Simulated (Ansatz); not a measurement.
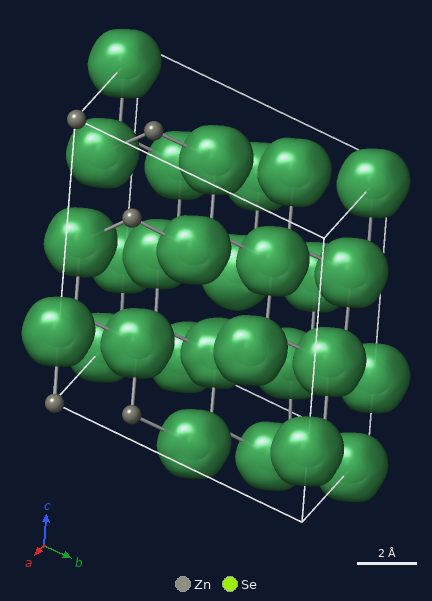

Figure. Zn15Se16 (cell with a defect). Isosurface of the ELF at 0.65 (green), seen slightly off an axis. Core shells and regions of very low density are left out. Sticks mark near contacts.

Spin-polarised.

Level of theory: DFT PBEsol, scalar-relativistic, plane waves, PAW (Ansatz).

In a PAW calculation such maps are meaningful between the atoms, not at the nuclei.

### Where are the electrons localised?

The surface consists of 16 regions wrapped around Se (the valence shell of each), counted in one cell of 31 atoms. Any copies at cell faces, edges or corners count once.

Values along the shortest contacts:
Zn–Se (2.42 Å): the ELF is about 0.60 at the midpoint. Zn–Se (2.46 Å): the ELF is about 0.60 at the midpoint.
